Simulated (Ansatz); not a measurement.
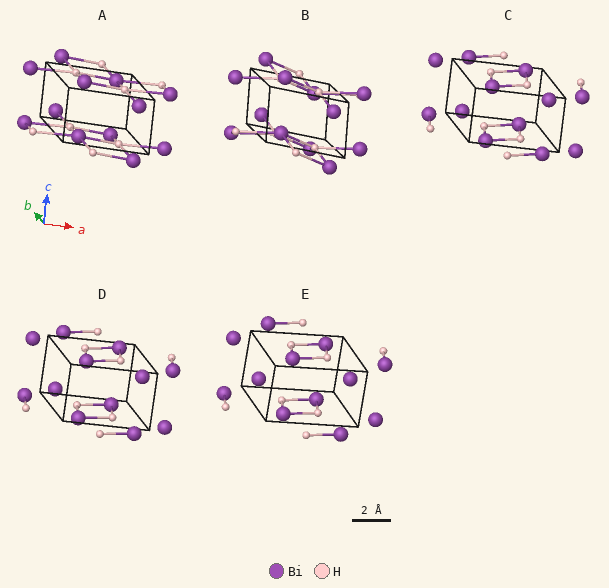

5 geometries from one relaxation of a crystal of BiH (set up in C2/m) (coarse preliminary run), in shuffled order. A ball-and-stick model of the cell of the calculation, seen slightly off an axis.

Case: 2 H put on empty site 2 of 1 host cells, relaxed.

Method: DFT PBE, scalar-relativistic, plane waves, PAW (Ansatz 0.2.0). Settings: plane-wave cutoff 420 eV; k-point mesh 4 × 4 × 6; occupations gaussian; smearing width 0.1 eV; no spin polarisation; cell and atoms relaxed; force threshold 0.0325 eV/Å; at most 70 steps.

Order the frames from highest to lowest energy.

B, A, D, C, E. They are steps 0, 3, 10, 15, 25, at +192 meV per atom, +100 meV per atom, +42.6 meV per atom, +19.8 meV per atom relative to the last. The largest moves relative to the cell, 0.50 Å, are those of Bi atoms. By element the largest moves are Bi 0.50 Å, H 0.29 Å. Cell: a = b 4.681 → 5.181 Å (+10.7 %), c 3.403 → 3.183 Å (−6.4 %), α 106.9° → 90.3°, β 106.9° → 90.3°, γ 82.3° → 90.0°. Volume +25.4 %. Among the contacts that change: Bi–H 2.470 → 3.149 Å, Bi–H 2.378 → 2.117 Å. The space group stays C2/m (No. 12). Over 20 accepted moves (25 points after the start) the energy falls by 192 meV per atom. The largest force component goes from 0.16 to 0.0095 eV/Å. Pressure: 4.29 GPa at the start and 0.00 GPa at the end. The line search rejected the trial steps at points 12, 16, 22 of the run. At 2 points the geometry stayed and the basis and grid were re-selected for the new cell (energy shift of 10.6 meV per atom at most each time). The run took 43 s on 2 threads of Arm Neoverse V1, with other jobs on the host, peak memory 0.37 GiB.
